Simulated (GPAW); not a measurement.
**Near-edge structure at the S K edge of zinc-blende (ZnS)₁₋ₓ(CdS)ₓ at x = 0.125**

What does the S K edge look like in zinc-blende (ZnS)₁₋ₓ(CdS)ₓ at x = 0.125?

Calculated with GPAW 26.7.0; X-ray absorption from dipole matrix elements to empty bands, plane-wave PAW LDA.

**1. Starting point**

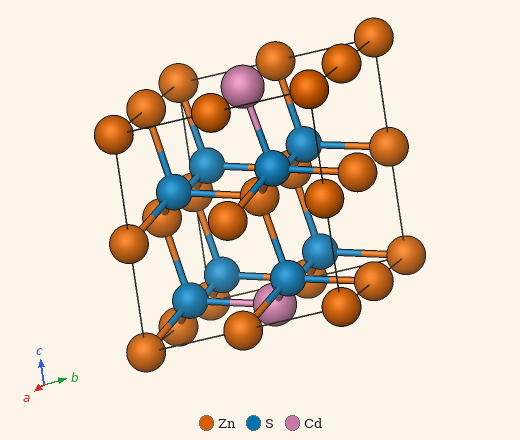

Start, viewed slightly off an axis; zinc orange, sulfur blue, cadmium pink. Bonds to atoms that aren't drawn are left out. Some periodic images of atoms are drawn too.

The cell holds 16 atoms: 7 Zn, 8 S and 1 Cd. Its edges and angles: a = 7.723 Å, b = 7.723 Å, c = 7.723 Å, α = 60.0°, β = 60.0°, γ = 60.0°. 16-atom zinc-blende cell, 1 of 8 Zn sites taken by Cd at random, lattice constants typed for the ends and interpolated (Vegard).

**2. Relaxation**

Bond lengths around the absorber set the edge shape, so the atoms are relaxed before any spectrum.

relax.py

```python
import numpy as np
from ase import Atoms
from ase.parallel import parprint, paropen
from gpaw import GPAW, PW, FermiDirac, Mixer, MixerDif, setup_paths
from ase.optimize import BFGS

atoms = Atoms('ZnSZnSZnSZnSZnSZnSCdSZnS',
    cell=[[0, 5.46125, 5.46125],
     [5.46125, 0, 5.46125],
     [5.46125, 5.46125, 0]],
    scaled_positions=[[0.998719, 0.00128, 0.001623],
     [0.123077, 0.120855, 0.124538],
     [0.000448, 0.996431, 0.500871],
     [0.122757, 0.126657, 0.625523],
     [0.001309, 0.498319, 0.998963],
     [0.124264, 0.624166, 0.126992],
     [0.999636, 0.501532, 0.501705],
     [0.12445, 0.622032, 0.619818],
     [0.497804, 0.000916, 0.000827],
     [0.624585, 0.123951, 0.125202],
     [0.499856, 0.000363, 0.501657],
     [0.624191, 0.12382, 0.623454],
     [0.50174, 0.496275, 0.000797],
     [0.620895, 0.623543, 0.122543],
     [0.496885, 0.497553, 0.495445],
     [0.622063, 0.627502, 0.626938]],
    pbc=True)
atoms.calc = GPAW(legacy_gpaw=True, mode=PW(400, force_complex_dtype=True), xc='LDA', setups={},
    kpts={'size': (3, 3, 3), 'gamma': True}, occupations=FermiDirac(0.08),
    charge=0, mixer=Mixer(0.1, 5, 50), maxiter=150,
    convergence={'density': 0.0001, 'eigenstates': 1e-6}, txt='relax.txt')
steps = []
opt = BFGS(atoms, logfile='-')
opt.attach(lambda: steps.append([atoms.get_potential_energy(), float(np.linalg.norm(atoms.get_forces(), axis=1).max())]))
done = opt.run(fmax=0.05, steps=30)
out = dict(done=bool(done), steps=steps, frac=atoms.get_scaled_positions().tolist())
import json
with paropen('out.json', 'w') as f:
    json.dump(out, f)
```

Command:

```console
> OMP_NUM_THREADS=1 mpirun -n 4 gpaw python relax.py
```

Numbers of over 12 decimals in the logs are rounded to 6 here.

What it wrote:

```text
Input parameters:
  convergence: {density: 0.0001,
                eigenstates: 1e-06}
  kpts: {gamma: True,
         size: (3, 3, 3)}
  maxiter: 150
  mixer: {backend: pulay,
          beta: 0.1,
          method: separate,
          nmaxold: 5,
          weight: 50}
  mode: {ecut: 400.0,
         force_complex_dtype: True,
         name: pw}
  occupations: {fixmagmom: False,
                name: fermi-dirac,
[...]
15 S    -0.00164    0.01155   -0.00012
Step     Time          Energy          fmax
BFGS:    0 02:02:48      -64.304462        2.209165
BFGS:    1 02:03:12      -64.491907        1.624414
BFGS:    2 02:03:42      -64.788952        0.280849
BFGS:    3 02:04:04      -64.798046        0.100744
BFGS:    4 02:04:18      -64.798920        0.093161
BFGS:    5 02:04:53      -64.345485        2.041952
BFGS:    6 02:05:28      -64.800654        0.064551
BFGS:    7 02:05:42      -64.800764        0.041302
[key lines of the parts left out:]
Converged after 5 iterations.
Dipole moment: (-23.915570, -23.799249, -26.242891) |e|*Ang
Free energy:    -64.800764
Fermi level: 4.34673
```

The job ended after 3.8 min (4 MPI ranks of Intel Xeon at 2.60GHz (Ice Lake), shared host; peak memory 0.36 GiB; 15 min of CPU time).

In 7 steps the energy fell by 496 meV (energies extrapolated to zero smearing) and the largest force to 0.041 eV/Å. Atom 14 (S; the text counts from 1, the script from 0) is among those that moved most, by 0.15 Å.

**3. Ground state of the crystal**

A plain self-consistent run shows whether there is a gap, which decides the set-up of the core-hole run.

scf.py

```python
import numpy as np
from ase import Atoms
from ase.parallel import parprint, paropen
from gpaw import GPAW, PW, FermiDirac, Mixer, MixerDif, setup_paths
from gpaw.test import gen
setup_paths.insert(0, '.')
gen('S', name='nch1s', xcname='LDA', corehole=(1, 0, 0), write_xml=True)
from gpaw.mpi import world
world.barrier()

atoms = Atoms('ZnSZnSZnSZnSZnSZnSCdSZnS',
    cell=[[0, 5.46125, 5.46125],
     [5.46125, 0, 5.46125],
     [5.46125, 5.46125, 0]],
    scaled_positions=[[0.9991154, 0.9993008, 0.9999602],
     [0.1240433, 0.1239983, 0.1249326],
     [0.9999734, 0.9981372, 0.5004958],
     [0.1234104, 0.125074, 0.6253865],
     [0.0000202, 0.4987308, 0.9995378],
     [0.1059495, 0.6300745, 0.1311219],
     [0.9971989, 0.5001412, 0.500474],
     [0.1245212, 0.6232052, 0.6245915],
     [0.4983396, 0.9998436, 0.9999617],
     [0.6301119, 0.1048284, 0.1320213],
     [0.4982864, 0.9998732, 0.5013487],
     [0.6242797, 0.1243387, 0.6250407],
     [0.4992027, 0.4974595, 0.9994891],
     [0.630632, 0.6305069, 0.1288399],
     [0.4991367, 0.4988104, 0.4973156],
     [0.6284421, 0.6307437, 0.6063469]],
    pbc=True)
atoms.calc = calc = GPAW(legacy_gpaw=True, mode=PW(400, force_complex_dtype=True), xc='LDA', setups={1: 'nch1s'},
    kpts={'size': (3, 3, 3), 'gamma': True}, occupations=FermiDirac(0.05),
    charge=0, mixer=Mixer(0.1, 5, 50), maxiter=150,
    convergence={'density': 0.0001, 'eigenstates': 1e-6}, txt='scf.txt')
energy = atoms.get_potential_energy() + calc.get_reference_energy()
ef = calc.get_fermi_level()
out = dict(energy=energy, fermi=ef, forces=atoms.get_forces().tolist())
parprint(f'all-electron energy {energy:.4f} eV, Fermi level {ef:.4f} eV')
ev = np.array([[calc.get_eigenvalues(k, s) for k in range(len(calc.get_ibz_k_points()))] for s in range(calc.get_number_of_spins())])
out['homo'], out['lumo'], out['counts'] = ev[ev < ef].max(), ev[ev > ef].min(), sorted(set((ev < ef).sum((0, 2)).tolist()))
out['filled'] = (ev[:, 0] < ef).sum(1).tolist()
import json
with paropen('out.json', 'w') as f:
    json.dump(out, f)
```

Command:

```console
> OMP_NUM_THREADS=1 mpirun -n 4 gpaw python scf.py
```

What it wrote:

```text
Input parameters:
  convergence: {density: 0.0001,
                eigenstates: 1e-06}
  kpts: {gamma: True,
         size: (3, 3, 3)}
  maxiter: 150
  mixer: {backend: pulay,
          beta: 0.1,
          method: separate,
          nmaxold: 5,
          weight: 50}
  mode: {ecut: 400.0,
         force_complex_dtype: True,
         name: pw}
  occupations: {fixmagmom: False,
                name: fermi-dirac,
                width: 0.05}
  setups: {1: nch1s}

Initialize ...

[... PAW data sets ...]

Reference energy: -580147.950126  # eV

Spin-paired calculation

[... convergence settings ...]
Symmetries present (total): 1
  [... symmetry matrices ...]

27 k-points: 3 x 3 x 3 Monkhorst-Pack grid
14 k-points in the irreducible part of the Brillouin zone
       k-points in crystal coordinates                weights
   0:     0.00000000    0.00000000    0.00000000          1/27
   1:     0.00000000    0.00000000    0.33333333          2/27
   2:     0.00000000    0.33333333   -0.33333333          2/27
   3:     0.00000000    0.33333333    0.00000000          2/27
   4:     0.00000000    0.33333333    0.33333333          2/27
   5:     0.33333333   -0.33333333   -0.33333333          2/27
   6:     0.33333333   -0.33333333    0.00000000          2/27
   7:     0.33333333   -0.33333333    0.33333333          2/27
   8:     0.33333333    0.00000000   -0.33333333          2/27
   9:     0.33333333    0.00000000    0.00000000          2/27
          ...
  13:     0.33333333    0.33333333    0.33333333          2/27

Wave functions: Plane wave expansion
  Cutoff energy: 400.000 eV
  Number of coefficients (min, max): 5888, 5961
  Pulay-stress correction: 0.000000 eV/Ang^3 (de/decut=0.000000)
  Using FFTW library
  Wavefunction extrapolation:
    Improved wavefunction reuse through dual PAW basis

Occupation numbers: Fermi-Dirac:
  width: 0.0500  # eV

Eigensolver
   Davidson(niter=2)

Densities:
  Coarse grid: 36*36*36 grid
  Fine grid: 72*72*72 grid
  Total Charge: 0.000000

Density mixing:
  Method: separate
  Backend: pulay
  Linear mixing parameter: 0.1
  old densities: 5
  Width of damping distribution: 1.1
  Damping of long wavelength oscillations: 50

[... Hamiltonian set-up ...]
Number of atoms: 16
Number of atomic orbitals: 104
Number of bands in calculation: 91
Number of valence electrons: 144
Bands to converge: occupied

... initialized

Initializing position-dependent things.

Density initialized from atomic densities
Creating initial wave functions:
  91 bands from LCAO basis set

                                    Zn
                            Zn

                     Zn           Zn
                          Zn
                       S
                            Cd
                S
                   Zn
                 S
         S            S
                          Zn
              S

               S
       S

Atomic positions and initial magnetic moments

Positions:
   0 Zn    10.918464   10.917452   10.913850    ( 0.0000,  0.0000,  0.0000)
   1 S      1.359474    1.359720    1.354617    ( 0.0000,  0.0000,  0.0000)
   2 Zn     8.184409    8.194437   10.912182    ( 0.0000,  0.0000,  0.0000)
   3 S      4.098452    4.089367    1.357035    ( 0.0000,  0.0000,  0.0000)
   4 Zn     8.182419    5.458836    2.723804    ( 0.0000,  0.0000,  0.0000)
   5 S      4.157084    1.294706    4.019611    ( 0.0000,  0.0000,  0.0000)
   6 Zn     5.464610    8.179166    8.177349    ( 0.0000,  0.0000,  0.0000)
[...]
13 S      4.146983    4.147666    6.887395    ( 0.0000,  0.0000,  0.0000)
  14 Zn     5.440093    5.441875    5.450039    ( 0.0000,  0.0000,  0.0000)
  15 S      6.756061    6.743491    6.876728    ( 0.0000,  0.0000,  0.0000)

Unit cell:
           periodic     x           y           z      points  spacing
  1. axis:    yes    0.000000    5.461250    5.461250    36     0.1752
  2. axis:    yes    5.461250    0.000000    5.461250    36     0.1752
  3. axis:    yes    5.461250    5.461250    0.000000    36     0.1752

  Lengths:   7.723374   7.723374   7.723374
  Angles:   60.000000  60.000000  60.000000

Effective grid spacing dv^(1/3) = 0.1911

iter:   1   -66.485909
iter:   2   -66.308529   -0.15  -1.19
iter:   3   -64.858644   -1.11  -1.26
iter:   4   -64.938651   -1.76  -1.58
iter:   5   -64.952458   -1.86  -1.64
iter:   6   -64.840454   -2.74  -2.10
iter:   7   -64.806442   -2.40  -2.63
iter:   8   -64.802680c  -3.39  -3.06
iter:   9   -64.800875c  -4.32  -3.17
iter:  10   -64.801672c  -4.44  -3.30
iter:  11   -64.800913c  -4.23  -3.51
iter:  12   -64.800815c  -5.11  -3.88
iter:  13   -64.800764c  -5.87  -4.15c
iter:  14   -64.800763c  -6.86c -4.57c

Converged after 14 iterations.

Dipole moment: (-23.915837, -23.799776, -26.243251) |e|*Ang

Energy contributions relative to reference atoms: (reference = -580147.950126)

Kinetic:        +71.751784
Potential:      -61.573035
External:        +0.000000
XC:             -75.149383
Entropy (-ST):   -0.000000
Local:           +0.169871
SIC:             +0.000000
--------------------------
Free energy:    -64.800763
Extrapolated:   -64.800763

Showing only first 2 kpts
 Kpt  Band  Eigenvalues  Occupancy
  0    70      3.46697    2.00000
  0    71      3.46797    2.00000
  0    72      5.11363    0.00000
  0    73      6.41348    0.00000

  1    70      3.23957    2.00000
  1    71      3.23984    2.00000
  1    72      6.27379    0.00000
  1    73      6.56748    0.00000

Fermi level: 4.31924

Gap: 1.646 eV
Transition (v -> c):
  (s=0, k=0, n=71, [0.00, 0.00, 0.00]) -> (s=0, k=0, n=72, [0.00, 0.00, 0.00])
No difference between direct/indirect transitions

Forces in eV/Ang:
  0 Zn   -0.00803    0.00179    0.01763
  1 S     0.00304   -0.00145    0.00883
  2 Zn    0.00772   -0.01476    0.00398
  3 S    -0.00680    0.00906    0.00163
  4 Zn   -0.01750   -0.01108   -0.00711
  5 S     0.00190   -0.00504   -0.00300
  6 Zn   -0.01624    0.02257   -0.00106
[...]
13 S    -0.00286    0.00456   -0.01522
 14 Zn    0.03157    0.02804   -0.00352
 15 S    -0.01489    0.00398   -0.00115
Scalar-relativistic atomic LDA calculation for S (Sulfur, Z=16)
Core hole in 1s state (1s occupation: 2.0)
450 radial gridpoints.
|------------------------------------------------|
|------------------------------------------------|
[... the atom generator's iteration count ...]

Energy contributions:
-------------------------
Kinetic:     +398.923399
XC:           -24.210329
Potential:   -772.509196
-------------------------
Total:       -397.796126

state      eigenvalue         ekin         rmax
-----------------------------------------------
1s^2.0 :   -88.078630   121.519046        0.063
2s^2.0 :    -7.745453    18.438857        0.389
2p^6.0 :    -5.751715    17.606302        0.325
3s^2.0 :    -0.634959     2.788351        1.406
3p^4.0 :    -0.261139     1.948270        1.598
-----------------------------------------------
(units: Bohr and Hartree)

Generating PAW setup
Kinetic energy of the core from tauc = 386.637961197899
Cutoffs:
rc(s)=1.840
rc(p)=1.850
rc(d)=1.700
rc(vbar)=1.720
rc(comp)=1.430
rc(nct)=1.850

Kinetic energy of the core states: 385.553617
Charge: 0.0
Core electrons: 10.0
Valence electrons: 6.0
Pseudo-core charge: 0.059824
Shape function alpha=4.890
Pseudo-electron charge 6.430847
state    eigenvalue         norm
--------------------------------
3s(2) :    -0.634959     1.191395
*s    :     0.365041
3p(4) :    -0.261139     0.997058
*p    :     0.738861
*d    :     0.000000
--------------------------------

Diagonalizing with gridspacing h=0.050

state   all-electron     PAW
-------------------------------
3s:      -0.634959    -0.635587
3p:      -0.261139    -0.261554
*d:                    0.043150
*f:                    0.074695
-------------------------------
all-electron energy -580212.7509 eV, Fermi level 4.3192 eV
```

Wall time 47 s (4 MPI ranks); peak memory 0.35 GiB; 3.1 min of CPU time.

The mesh shows a gap of 1.65 eV. The excited electron is kept all the same, so that all members of the series, with or without a gap, are treated alike.

**4. Cell without a hole, the energy reference**

The photon energy needs a difference of total energies, so the cell and mesh of the coming hole run are first run without a hole.

scf.py: that of step 3 with these lines changed.

```diff
@@ -32,3 +32,3 @@
 atoms.calc = calc = GPAW(legacy_gpaw=True, mode=PW(400, force_complex_dtype=True), xc='LDA', setups={1: 'nch1s'},
-    kpts={'size': (3, 3, 3), 'gamma': True}, occupations=FermiDirac(0.05),
+    kpts={'size': (3, 3, 3), 'gamma': True}, occupations=FermiDirac(0.02),
     charge=0, mixer=Mixer(0.1, 5, 50), maxiter=150,
```

What it wrote:

```text
Input parameters:
  convergence: {density: 0.0001,
                eigenstates: 1e-06}
  kpts: {gamma: True,
         size: (3, 3, 3)}
  maxiter: 150
  mixer: {backend: pulay,
          beta: 0.1,
          method: separate,
          nmaxold: 5,
          weight: 50}
  mode: {ecut: 400.0,
         force_complex_dtype: True,
         name: pw}
  occupations: {fixmagmom: False,
                name: fermi-dirac,
[...]
3s(2) :    -0.634959     1.191395
*s    :     0.365041
3p(4) :    -0.261139     0.997058
*p    :     0.738861
*d    :     0.000000
--------------------------------

Diagonalizing with gridspacing h=0.050

state   all-electron     PAW
-------------------------------
3s:      -0.634959    -0.635587
3p:      -0.261139    -0.261554
*d:                    0.043150
*f:                    0.074695
-------------------------------
all-electron energy -580212.7509 eV, Fermi level 3.9639 eV
[key lines of the parts left out:]
Converged after 14 iterations.
Dipole moment: (-23.915837, -23.799776, -26.243251) |e|*Ang
Free energy:    -64.800763
Fermi level: 3.96394
```

It took 48 s on 4 MPI ranks; peak memory 0.35 GiB; 3.2 min of CPU time.

Reference energy: -580212.751 eV with the cores included.

(Continued in part 2 of 3.)

[Banner, clock and machine lines of the logs are left out without a mark of their own.]

[Logs are printed without paths, hosts, clocks, repeated set-up lines and the standing remarks that a program may print on its own settings, such as how far it seeks lower states.]

[Hosts, paths, dates, database ids (printed as entryN), source tags and the programs' standing remarks are cut or masked in the printed files.]

[Lists of maxima count a maximum above −3 eV only where it reaches 4 % of the highest in the window and stands out from its surroundings by 2 % of it (1.5 % where it reaches 55 %); shoulders and weaker maxima are passed over, and of the rest the first, up to two pre-edge ones and the few strongest are named.]
